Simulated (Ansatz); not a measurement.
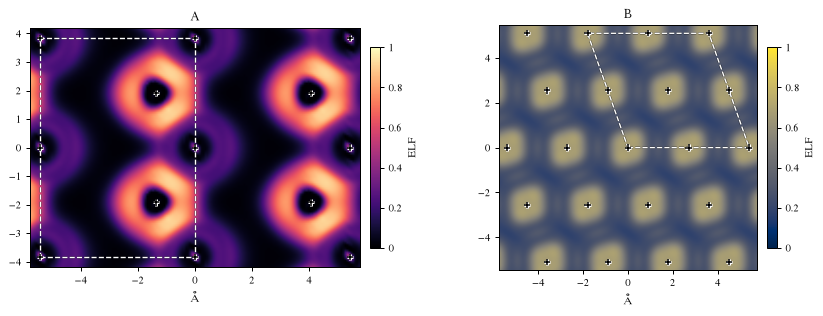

The electron localisation function of 2 systems, each on a plane through atoms (crosses mark nuclei in the plane).

The calculation used Ansatz 0.2.0, DFT PBEsol, scalar-relativistic, plane waves, PAW.

System 1: Pt, the (010) plane of the calculation cell. Space group Im-3m; a structure from a database of computed crystals, not necessarily the ambient phase.

```yaml
crystal:
  lattice:
    - [3.12094, 3.12094, 3.12094]
    - [-3.12094, 3.12094, -3.12094]
    - [-3.12094, -3.12094, 3.12094]
  atoms:
    - { symbol: Pt, position: [0.00000, 0.50000, 0.50000] }
    - { symbol: Pt, position: [0.00000, 0.50000, 0.00000] }
    - { symbol: Pt, position: [0.00000, 0.00000, 0.50000] }
    - { symbol: Pt, position: [0.00000, 0.00000, 0.00000] }
    - { symbol: Pt, position: [0.50000, 0.50000, 0.50000] }
    - { symbol: Pt, position: [0.50000, 0.50000, 0.00000] }
    - { symbol: Pt, position: [0.50000, 0.00000, 0.50000] }
    - { symbol: Pt, position: [0.50000, 0.00000, 0.00000] }
```

System 2: GaP, the (011) plane of the conventional cell. Space group F-43m.

```yaml
crystal:
  lattice:
    - [5.43845, 0.00000, 0.00000]
    - [0.00000, 0.00000, -5.43845]
    - [0.00000, 5.43845, 0.00000]
  atoms:
    - { symbol: Ga, position: [0.50000, 0.50000, 0.00000] }
    - { symbol: Ga, position: [0.00000, 0.50000, 0.50000] }
    - { symbol: Ga, position: [0.00000, 0.00000, 0.00000] }
    - { symbol: Ga, position: [0.50000, 0.00000, 0.50000] }
    - { symbol: P, position: [0.75000, 0.75000, 0.25000] }
    - { symbol: P, position: [0.25000, 0.75000, 0.75000] }
    - { symbol: P, position: [0.25000, 0.25000, 0.25000] }
    - { symbol: P, position: [0.75000, 0.25000, 0.75000] }
```

Match each panel to its system.

Panel A is system 2, GaP: the plane holds Ga and P. Ga–P (2.35 Å): the ELF peaks at about 0.90 in the valence shell of P, 0.8 Å from its nucleus, and is about 0.75 at the midpoint. Panel B is system 1, Pt: the plane holds Pt. Pt–Pt (2.70 Å): the ELF is about 0.30 at the midpoint: no localised pair shows between them.
